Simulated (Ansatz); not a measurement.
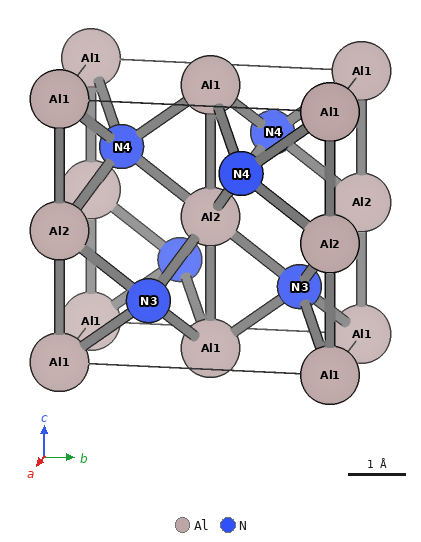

Figure 1. The structure (ball-and-stick view of the cell 2 times as large as that of the calculation, set on its symmetry axes, seen slightly off an axis; atoms are numbered from 1 in the order of the input).

**Band-structure calculation, with input and output: AlN**

- system: AlN (4 atoms in the cell)
- method: DFT, r2SCAN, plane waves, PAW, no spin polarisation (Ansatz 0.2.0)

The structure was built on a prototype by a generator. The geometry comes from this level: r2SCAN (a point of a series of strains). It belongs to a series of runs on one base structure; here: uniaxial_x strain +5.5%. Figures and captions count atoms from 1; the log counts them from 0 in places.

**Input file**
```yaml
crystal:
  lattice:
    - [2.9880934651, 0.0, 0.0]
    - [-1.4940467325, 2.4533227623, 0.0]
    - [0.0, 0.0, 4.8410108402]
  atoms:
    - { symbol: Al, position: [0.0, 0.0, 0.0] }
    - { symbol: Al, position: [0.0, 0.0, 0.5] }
    - { symbol: "N", position: [0.3287097085, 0.657419417, 0.25] }
    - { symbol: "N", position: [0.6712902915, 0.342580583, 0.75] }
kpoints:
  mp_grid: { grid: [12, 12, 6] }
  band_path:
    path:
      - [0.0, 0.0, 0.0]
      - [0.5, 0.0, 0.0]
      - [0.3333333333, 0.3333333333, 0.0]
      - [0.0, 0.0, 0.5]
      - [0.5, 0.0, 0.5]
      - [0.3333333333, 0.3333333333, 0.5]
    npoints: 1
hamiltonian:
  xc: r2scan
scf:
  occupations: { method: fixed }
  n_extra_bands: 5
output:
  forces: true
  stress: true
  eigenvalues: true
  write_density: true
  write_potential: true
  elf: true
  volumetric_format: npy
```

Launched with:
```bash
ansatz run input.yaml --threads 4 --pin off --max-ram 3686MiB --backend cpu --events-out ev --progress --plain --runs-dir out
```

**What the program printed**
```
scf.n_extra_bands = 5 over 8 filled bands (N_el = 16.0): the run solves 13 bands
Engine: ansatz 0.2.0, aarch64-unknown-linux-gnu
Pseudopotentials: kind: paw
Pseudopotential: Al, paw, valence charge 3, recommended cutoff 500 eV (meta_gga), Al.paw.azcp
Pseudopotential: N, paw, valence charge 5, recommended cutoff 500 eV (meta_gga), N.paw.azcp
Functional definition: r2SCAN
  parameter k0 = 0.174
  parameter k1 = 0.065
  parameter a1 = 4.9479
  exchange = r2scan_x(k0 = k0, k1 = k1, a1 = a1)
  correlation = r2scan_c
Crystal: 4 atoms, lattice volume = 35.488 Å³
Basis set: ecut = 500 eV, 901 PW (Γ), exchange–correlation on 96×96×144 points (64 copies of the dense FFT grid, shifted against one another)
Bands: 13, of which v1, the nominal top of the filled ones, is band 8 counted from 1 (7 counted from 0)
Symmetry: 8 space group operations
Space group: Cmcm (ITA 63), of the structure as read, at distance tolerance 3.3e-5 Å
k-points: 172 of 864
Non-local potential: Al, projectors of the file, l = 0: 2, l = 1: 2, l = 2: 1
Non-local potential: N, projectors of the file, l = 0: 2, l = 1: 2, l = 2: 1
PAW form: soft (Blöchl's): semilocal exchange-correlation on the pseudo side does not see the compensation charge
PAW frozen core: Al, regenerated for the run's functional (the file was generated under x = pbe(κ = 0.804, μ = 0.2195149727645171), c = pbe(β = 0.06672455060314922))
PAW frozen core: N, regenerated for the run's functional (the file was generated under x = pbe(κ = 0.804, μ = 0.2195149727645171), c = pbe(β = 0.06672455060314922))
PAW one-centre angular grid: Al, 302 points (default); XC on 160 Gauss nodes
PAW one-centre angular grid: N, 302 points (default); XC on 160 Gauss nodes
Initial density: superposition of atomic densities (neutral atoms: chi_scale 0, normalization atom), corrected by the library's trained network
Initial wavefunctions: pseudopotential atomic-orbital guess
Functional: x = r2scan, c = r2scan; τ floored in thin density (d = 2e-4 eV/Å³)
SCF iter   1: F=—  HF=-1855.225998 eV  |F-HF|=—  |Δ(HF+E_count)|=         —  Δρ=6.41e-3  dr2=1.12e-2  dr2_τ=2.60e-1  ethr=1.77e-3  ⟨swp⟩=5.1  Hψ=12080  notcnv=0  defer=502
preconditioner: auto → none  [insulator: Δε(μ)=4.963 eV  Ē_g=15.495 eV  n_scr=2 (ndim 8)  ℏωp=24.9 eV  f_vac=0.000  ε∞_Penn≈3.6]
SCF iter   2: F=—  HF=-1855.440323 eV  |F-HF|=—  |Δ(HF+E_count)|=   2.14e-1  Δρ=5.04e-3  dr2=5.56e-3  dr2_τ=1.28e-4  ethr=7.02e-5  ⟨swp⟩=3.0  Hψ=5687  notcnv=0  defer=515
SCF iter   3: F=—  HF=-1855.441197 eV  |F-HF|=—  |Δ(HF+E_count)|=   8.74e-4  Δρ=3.46e-3  dr2=4.73e-3  dr2_τ=1.78e-4  ethr=3.47e-5  ⟨swp⟩=2.8  Hψ=4009  notcnv=0  defer=514
SCF iter   4: F=—  HF=-1855.440714 eV  |F-HF|=—  |Δ(HF+E_count)|=   4.83e-4  Δρ=8.79e-4  dr2=1.04e-4  dr2_τ=4.30e-5  ethr=2.96e-5  ⟨swp⟩=2.0  Hψ=3479  notcnv=0  defer=515
SCF iter   5: F=—  HF=-1855.440705 eV  |F-HF|=—  |Δ(HF+E_count)|=   9.51e-6  Δρ=2.96e-4  dr2=1.35e-5  dr2_τ=6.58e-7  ethr=6.49e-7  ⟨swp⟩=1.2  Hψ=2138  notcnv=0  defer=353
SCF iter   6: F=—  HF=-1855.440703 eV  |F-HF|=—  |Δ(HF+E_count)|=   1.66e-6  Δρ=5.78e-5  dr2=4.55e-7  dr2_τ=2.61e-8  ethr=8.42e-8  ⟨swp⟩=1.0  Hψ=2098  notcnv=0  defer=229
SCF iter   7: F=-1855.440703 eV  HF=-1855.440703 eV  |F-HF|=1.44e-10  |Δ(HF+E_count)|=   3.40e-8  Δρ=5.90e-6  dr2=4.59e-9  dr2_τ=3.15e-10  ethr=6.25e-10  ⟨swp⟩=12.3  Hψ=19128  notcnv=0
SCF 1 converged in 7 iterations: F = -1855.440703 eV  dr2 = 4.59e-9
  greatest PAW one-centre occupation: 0.789 electrons in one spin orbital (limit 2), on the N atom at site 3 (counted from 0), in its partial waves of l = 0
```

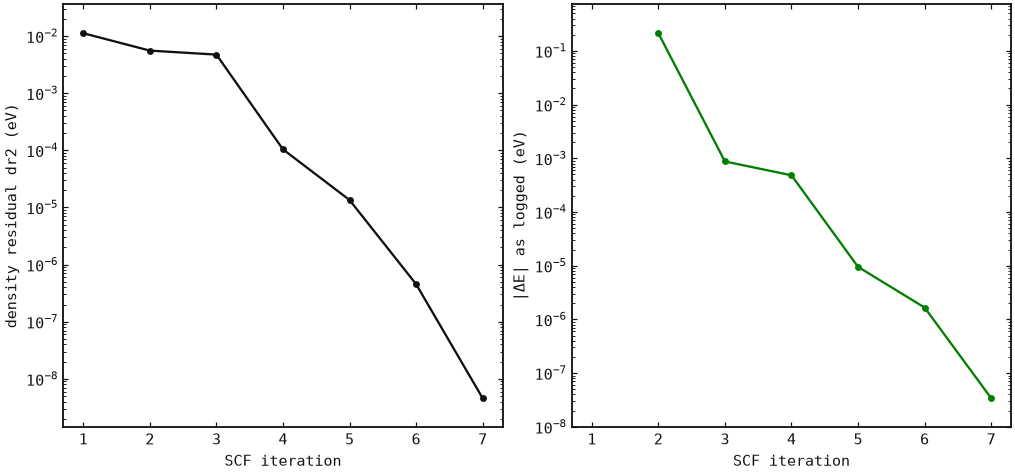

Figure 2. Convergence of the self-consistent field: density residual dr2 and size of the energy change against the SCF iteration. The residual falls at every step.

```
NSCF: frozen V_eff on 6 k-points
SCF converged after 7 iterations
Free energy (F): -1855.440703 eV
Harris-Foulkes:  -1855.440703 eV  (|F-HF|=1.44e-10)
Internal energy: -1855.440703 eV  (E = F + TS)
E sigma→0 (E₀):  -1855.440703 eV
Fermi energy:    10.028064 eV
--- Per-component energies (eV) ---
  E_band       = 56.790620
  E_kinetic    = 321.576987
  E_local      = -355.145294  (includes V_loc(G=0)·N_el)
  E_nonlocal   = 105.806287
  E_hartree    = 128.462568
  E_xc         = -198.451233
  E_vxc        = -239.673539  (∫ρ·V_xc dr)
  E_paw        = -1203.582232  (= ΣΔE_a)
  E_vpaw       = -45.586920  (= ΣTr[D̂ρ^β])
  E_aug_tail   = 0.000032  (compensation charges beyond the density's cutoff)
  E_vtau       = 12.888267  (kinetic-family band-sum trace: ∫τ·v_τ [+ j·A + Jᵃ·Aᵃ] dr)
  E_ewald      = -653.928473
  E_core_change = -0.179345  (= ΣΔE_core)
  E_smearing   = -0.000000  (= −TS)
  E_closure    = 0.000000  (closes the sum)
  Σ components = -1855.440703   (vs F -1855.440703, Δ=0.00e0)
--- Forces (eV/Å), atoms counted from 1 ---
  atom   1  Al     0.00000000     0.00000000     0.00000000
  atom   2  Al     0.00000000     0.00000000     0.00000000
  atom   3  N      0.00000000     0.00255940     0.00000000
  atom   4  N     -0.00000000    -0.00255940     0.00000000
  max |Σ_I F_I| component: 8.67e-19 eV/Å
--- Stress (GPa, compression-positive) ---
      -27.133287       0.000000       0.000000
        0.000000      -7.803561       0.000000
        0.000000       0.000000       1.838504
  P = ⅓ Tr σ = -11.0328 GPa (-110.328 kbar)
--- Band table (eV; the first three rows and the last of 172) ---
  k-point 0: bands = ["-7.7898", "-4.9839", "1.9125", "8.9189", "9.2572", "9.7846", "9.9120", "10.0281", "15.1909", "16.2734", "19.7933", "21.9866", "23.3086"]
  k-point 1: bands = ["-7.6599", "-5.2837", "2.4324", "8.9816", "9.0157", "9.3231", "9.8419", "9.9761", "15.6113", "16.3246", "19.9560", "21.7645", "22.8588"]
  k-point 2: bands = ["-7.2804", "-5.9603", "3.7544", "7.3718", "9.1558", "9.4522", "9.6527", "9.8343", "16.2311", "16.4385", "20.4707", "21.5450", "22.1435"]
  k-point 171: bands = ["-4.5832", "-4.5832", "3.5670", "3.5670", "5.5851", "5.5851", "8.4489", "8.4489", "17.3412", "17.3412", "20.2404", "20.2404", "22.0138"]
```

**File bands.tsv**
```
# k_distance	band_0	band_1	band_2	band_3	band_4	band_5	band_6	band_7	band_8	band_9	band_10	band_11	band_12
# fermi_ev = 10.028064
# lock_threshold_ev = 1e-6
# [0, 0, 0] at k_distance = 0.000000
# [0.5, 0, 0] at k_distance = 1.230987
# [0.3333333333, 0.3333333333, 0] at k_distance = 1.960898
# [0, 0, 0.5] at k_distance = 3.558464
# [0.5, 0, 0.5] at k_distance = 4.789451
# [0.3333333333, 0.3333333333, 0.5] at k_distance = 5.519362
# levels_relative_to = fermi_ev
# free_energy_ev = -1855.440703
# largest_residual_norms_ev = 5.064e-4 8.390e-4 5.454e-4 8.852e-4 7.621e-4 7.968e-4 4.286e-4 9.797e-4 4.193e-4 9.143e-4 6.718e-4 1.381e-3 1.760e-3
0.000000	-17.817849	-15.012005	-8.115579	-1.109206	-0.770852	-0.243427	-0.116023	0.000000	5.162821	6.245383	9.765244	11.958574	13.280516
1.230987	-14.903360	-14.262304	-7.376894	-6.084989	-4.750910	-2.931024	-2.370915	-0.914993	6.089048	7.242479	7.427521	11.744662	12.025369
1.960898	-14.160030	-14.154962	-7.161706	-4.718558	-4.654580	-4.511520	-3.545018	-3.524315	5.951766	10.282305	10.655082	10.804233	11.076797
3.558464	-16.714500	-16.714500	-4.528539	-4.528539	-0.627607	-0.627607	-0.386083	-0.386083	6.453457	6.453457	11.257451	11.257451	11.634613
4.789451	-14.531277	-14.531277	-7.642030	-7.642030	-2.404291	-2.404291	-1.701522	-1.701522	6.284778	6.284778	7.932676	7.932676	13.546760
5.519362	-14.106378	-14.106378	-6.141718	-6.141718	-5.973029	-5.973029	-1.368825	-1.368825	7.499233	7.499233	9.600506	9.600506	11.719626
```

**File rho_z.tsv**
```
# z_ang	rho[e/angstrom^3]
# format = ansatz-planar-average/11
# lattice	2.988093465	-0.000000000	0.000000000
# lattice	-1.494046733	2.453322762	0.000000000
# lattice	0.000000000	0.000000000	4.841010840
# sites	4
# site	13	0.000000000	0.000000000	0.000000000
# site	13	0.000000000	0.000000000	2.420505420
# site	7	0.000000000	1.612862020	1.210252710
# site	7	1.494046733	0.840460742	3.630758130
0.000000	1.729578e-1
0.134473	1.837796e-1
0.268945	2.165855e-1
0.403418	2.731965e-1
0.537890	3.556737e-1
0.672363	4.644492e-1
0.806835	5.905780e-1
0.941308	7.057649e-1
1.075780	7.795229e-1
1.210253	8.032976e-1
1.344725	7.795229e-1
1.479198	7.057649e-1
1.613670	5.905780e-1
1.748143	4.644492e-1
1.882615	3.556737e-1
2.017088	2.731965e-1
2.151560	2.165855e-1
2.286033	1.837796e-1
2.420505	1.729578e-1
2.554978	1.837796e-1
2.689450	2.165855e-1
2.823923	2.731965e-1
2.958396	3.556737e-1
3.092868	4.644492e-1
3.227341	5.905780e-1
3.361813	7.057649e-1
3.496286	7.795229e-1
3.630758	8.032976e-1
3.765231	7.795229e-1
3.899703	7.057649e-1
4.034176	5.905780e-1
4.168648	4.644492e-1
4.303121	3.556737e-1
4.437593	2.731965e-1
4.572066	2.165855e-1
4.706538	1.837796e-1
```

**File v_z.tsv**
```
# z_ang	v_es[eV]	v_tot[eV]
# format = ansatz-planar-average/11
# xc	r2scan
# density_cutoff_ev	2000
# datasets	Al=:simpson_from_first_knot:soft:shift=0	N=:simpson_from_first_knot:soft:shift=0
# lattice	2.988093465	-0.000000000	0.000000000
# lattice	-1.494046733	2.453322762	0.000000000
# lattice	0.000000000	0.000000000	4.841010840
# sites	4
# site	13	0.000000000	0.000000000	0.000000000
# site	13	0.000000000	0.000000000	2.420505420
# site	7	0.000000000	1.612862020	1.210252710
# site	7	1.494046733	0.840460742	3.630758130
0.000000	4.167646e0	-6.327278e0
0.134473	4.222374e0	-6.390487e0
0.268945	4.360346e0	-6.555758e0
0.403418	4.640213e0	-6.537747e0
0.537890	4.836925e0	-6.815573e0
0.672363	4.631357e0	-7.721759e0
0.806835	4.067967e0	-9.026512e0
0.941308	3.244721e0	-1.041215e1
1.075780	2.449387e0	-1.139918e1
1.210253	2.113806e0	-1.180278e1
1.344725	2.449387e0	-1.139918e1
1.479198	3.244721e0	-1.041215e1
1.613670	4.067967e0	-9.026512e0
1.748143	4.631357e0	-7.721759e0
1.882615	4.836925e0	-6.815573e0
2.017088	4.640213e0	-6.537747e0
2.151560	4.360346e0	-6.555758e0
2.286033	4.222374e0	-6.390487e0
2.420505	4.167646e0	-6.327278e0
2.554978	4.222374e0	-6.390487e0
2.689450	4.360346e0	-6.555758e0
2.823923	4.640213e0	-6.537747e0
2.958396	4.836925e0	-6.815573e0
3.092868	4.631357e0	-7.721759e0
3.227341	4.067967e0	-9.026512e0
3.361813	3.244721e0	-1.041215e1
3.496286	2.449387e0	-1.139918e1
3.630758	2.113806e0	-1.180278e1
3.765231	2.449387e0	-1.139918e1
3.899703	3.244721e0	-1.041215e1
4.034176	4.067967e0	-9.026512e0
4.168648	4.631357e0	-7.721759e0
4.303121	4.836925e0	-6.815573e0
4.437593	4.640213e0	-6.537747e0
4.572066	4.360346e0	-6.555758e0
4.706538	4.222374e0	-6.390487e0
```

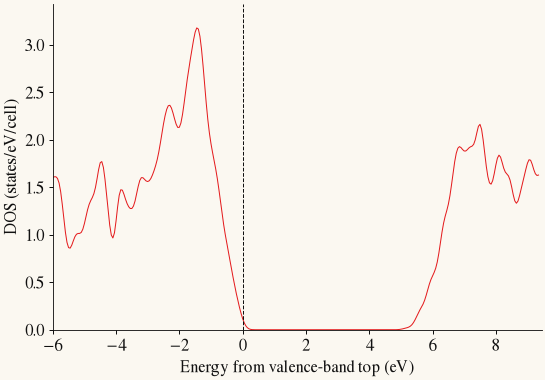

Figure 3. Density of states (the curve is built from the levels of the k mesh with Gaussians 0.3 eV wide, which also blur the band edges), with energies from the valence-band top. There is a gap of 5.16 eV on the k-point mesh. Small ripples come from the finite k-point mesh.

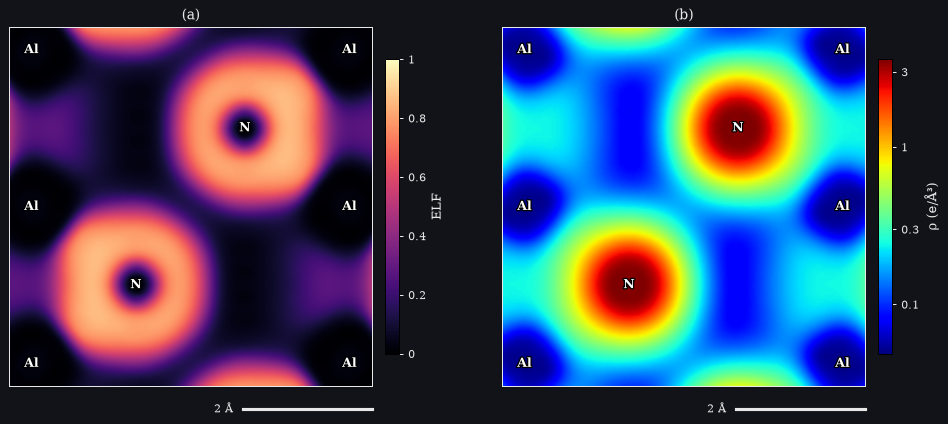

Figure 4. (a) ELF; (b) valence pseudo-density on the (100) plane of the conventional cell. Atoms in the plane: Al and N. Al–N (2.02 Å): ρ is about 0.56 e/Å³ halfway; the ELF is about 0.80 at the midpoint. Al–Al (2.42 Å): the density is about 0.24 e/Å³ at the midpoint; the ELF is about 0.25 at the midpoint. Away from the nuclei the density in this plane falls to 0.08 e/Å³ at its lowest. The fields are those of the smooth PAW valence density.

**Key numbers**

| quantity | value |
| --- | --- |
| outcome | converged |
| space group (tolerance 0.01 Å) | Cmcm (63) |
| electrons treated | 16 |
| free energy | −1855.4407 eV |
| Fermi energy | 10.028 eV |
| gap on the k-point mesh | 5.16 eV |
| pressure | −11.03 GPa |
| largest force (length of the vector) | 0.003 eV/Å |
| hardware | 4 threads of an Arm (aarch64) CPU, shared host |
| wall time | 6.6 s (CPU time 24 s) |
| peak memory | 0.47 GiB |
